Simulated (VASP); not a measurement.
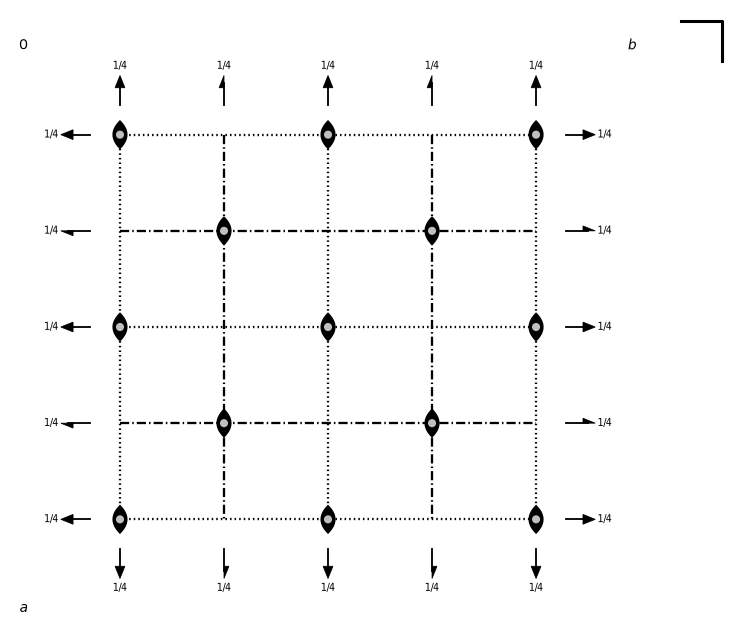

Symmetry elements of a space group, projected down c, computed from the operations of a computed or model structure of composition CuO.

Symbols follow the International Tables: origin at the upper left, the third axis towards the viewer; heavy, dashed, dotted, dash-dotted and dash-dot-dot lines are mirror, in-plane glide, out-of-plane glide, diagonal (n; with arrows d) and double (e) glide planes seen edge on; arrows at the rim are 2 (full head) and 2₁ (half head) axes in the plane; the corner sign is a plane parallel to the page; fractions are heights. Handed screw axes carry their printed symbol instead of tails.

### Which space group is it?

No. 66, Cccm; C-centred orthorhombic, point group mmm, 16 general positions a cell.

### List the elements shown.

2 axes along c at (0, 0), (0, 1/2), (1/4, 1/4), (1/4, 3/4), (1/2, 0), (1/2, 1/2), (3/4, 1/4), (3/4, 3/4); inversion centres at (0, 0), (0, 1/2), (1/4, 1/4), (1/4, 3/4), (1/2, 0), (1/2, 1/2), (3/4, 1/4), (3/4, 3/4); c glide planes normal to a, at x = 0, 1/2; n glide planes normal to a, at x = 1/4, 3/4; c glide planes normal to b, at y = 0, 1/2; n glide planes normal to b, at y = 1/4, 3/4; a mirror plane normal to c at height 0; 2 axes along a at height 1/4; 2 axes along b at height 1/4; 2₁ axes along a at height 1/4; 2₁ axes along b at height 1/4. Heights repeat every half period; positions are (a, b) fractions, modulo 1.

### Write the general positions (in any order).

For each centring vector (0, 0, 0), (1/2, 1/2, 0):
x, y, z; −x, −y, −z; −x, −y, z; x, y, −z; x, −y, −z+1/2; −x, y, z+1/2; −x, y, −z+1/2; x, −y, z+1/2
